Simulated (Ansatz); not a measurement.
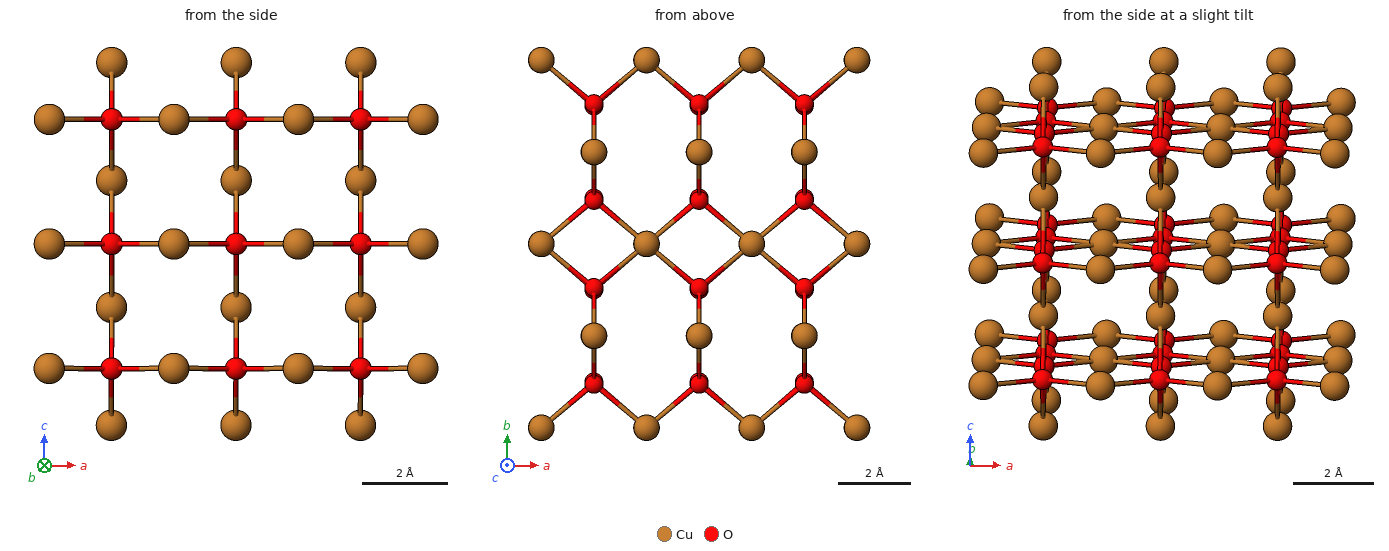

A ball-and-stick picture of a periodic slab, seen from the side, from above and from the side at a slight tilt. The surface normal points up in side views; the vacuum is left out. 3×2 cells are drawn in the plane, with atoms at the edges repeated.

The cell holds 7 Cu, 6 O. The slab was cut from bulk CuO (Cccm).

Name the terminations.

The top face ends in Cu, the bottom face in Cu. The two faces are alike.

What is its extent along the surface normal?

About 9 Å from the lowest to the highest atom.

Give the sequence of planes from the top.

Seven planes: Cu / CuO2 / Cu / CuO2 / Cu / CuO2 / Cu.

Which crystal face is exposed?

(1 1 0).

The structure was taken from a structure listed in the Materials Project, from which a slab was cut. The atoms were relaxed in a fixed cell with Ansatz 0.2.0, DFT PBE, scalar-relativistic, plane waves, PAW.
